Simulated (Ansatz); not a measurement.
System: Hf, space group Fm-3m (No. 225) (one of a set of cubic test structures, which need not be the stable phase).

One of the inputs:
```
crystal:
  lattice:
    - [0.0, 2.227860203215, 2.227860203215]
    - [2.227860203215, 0.0, 2.227860203215]
    - [2.227860203215, 2.227860203215, 0.0]
  atoms:
    - { symbol: Hf, position: [0, 0, 0] }
kpoints:
  mp_grid: { grid: [13, 13, 13] }
hamiltonian:
  xc: r2scan
  pseudopotentials: { kind: paw }
scf:
  occupations: { method: fermi_dirac, width: 0.1 }
output:
  forces: true
  stress: true
```

Run as:
```bash
ansatz run input.yaml --threads 1
```

Computed with Ansatz 0.2.0 development build: equation of state of a cubic crystal from periodic Kohn-Sham density functional theory without spin, third-order Birch-Murnaghan fit to the free energies; pressure corrected for the finite basis. Level: r2SCAN.

structure type fcc; atoms in cell 1; space group number 225; lattice centring face-centred primitive; k mesh 13×13×13; occupation method Fermi–Dirac; occupation width 0.1 eV; wave cutoff 500 eV; datasets soft-1 PAW; density tolerance 1e−07 eV; bands 17; density cutoff ratio 4; search for lower states default.

Predict the energy above the lowest point and pressure against volume. The volume takes the values 20.76, 21.44, 22.12, 22.79, 23.47 Å³/atom.

A third-order Birch–Murnaghan fit gives V0 = 22.46 Å³/atom, B0 = 103 GPa and B′ = 3.2. The energy above the lowest point is 44.6 meV/atom at volume 20.76 Å³/atom and 12.2 meV/atom at 23.47 Å³/atom; the lowest computed point is at volume 22.79 Å³/atom (0.0 meV/atom). The pressure falls from 9.2 GPa at volume 20.76 Å³/atom to −4.2 GPa at 23.47 Å³/atom, and changes sign near 22.47 Å³/atom.

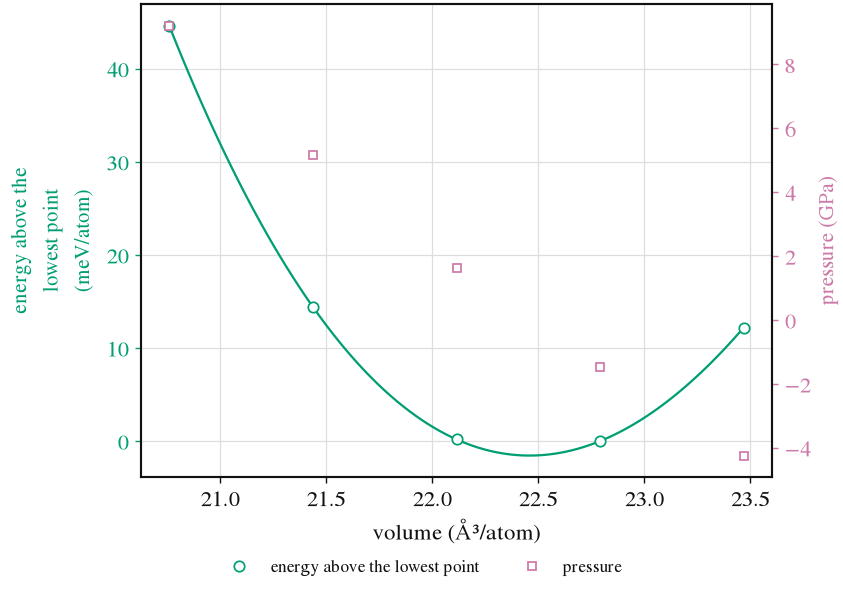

Note: cubic model structure, not the ambient form.
